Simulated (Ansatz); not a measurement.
System: B on a slab of content Ti.

Structure:
```xyz
4
Lattice="2.8679 0.0000 0.0000 -1.4340 2.4837 0.0000 0.0000 0.0000 24.0249" Properties=species:S:1:pos:R:3 pbc="T T T"
Ti    1.4339    0.8279    8.5000
Ti    0.0000    1.6558   10.8417
Ti    0.0000    0.0000   13.2214
Ti    1.4339    0.8279   15.4096
```

Calculation (Ansatz 0.2.0): adsorption at several starting sites on a slab cut from the named crystal, one adsorbate a surface cell, the lower planes held, the adsorption energy counts from the clean slab and the free, spin-polarised adsorbate, negative where bound, plane waves with PAW datasets, Γ-centred k mesh. Level: PBEsol, no spin polarisation.

crystal formula Ti; crystal space group number 225; Miller index h 1; Miller index k 1; Miller index l 1; top plane Ti; bottom plane Ti; planes 4; surface cell (1, 1); slab thickness as cut 7.02 Å; vacuum 17 Å; surface area 7.123 Å²; wave cutoff 420 eV; k mesh 12×12×1; occupations Gaussian; smearing width 0.1 eV; boundary dipole corrected; adsorbate B.

Sites are named by a rule of distances and placed in fractions of the cell vectors a and b; the slab's top layers relax too; key: 1 = top site at (0.67, 0.33); 2 = hollow site at (0.33, 0.67); 3 = bridge site at (0.17, 0.83).

Describe the result: the adsorption energy of each starting site.

The adsorbate slid sideways from no. 3 (by 0.8 Å). Among these starts the lowest are no. 2 and no. 3, which are equal within what the calculation resolves; no. 1 is 1.507 eV higher. In rising order: no. 2 (−5.148), no. 3 (−5.148), no. 1 (−3.641), in eV. The height over highest slab atom, in Å, is 2.200 for no. 1, 1.512 for no. 2 and 1.510 for no. 3. The lateral move, in Å, is 0.00 for no. 1, 0.00 for no. 2 and 0.83 for no. 3.

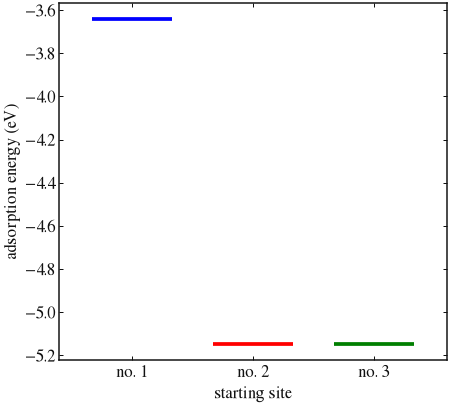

Keep in mind: xc potential rough in thin density.
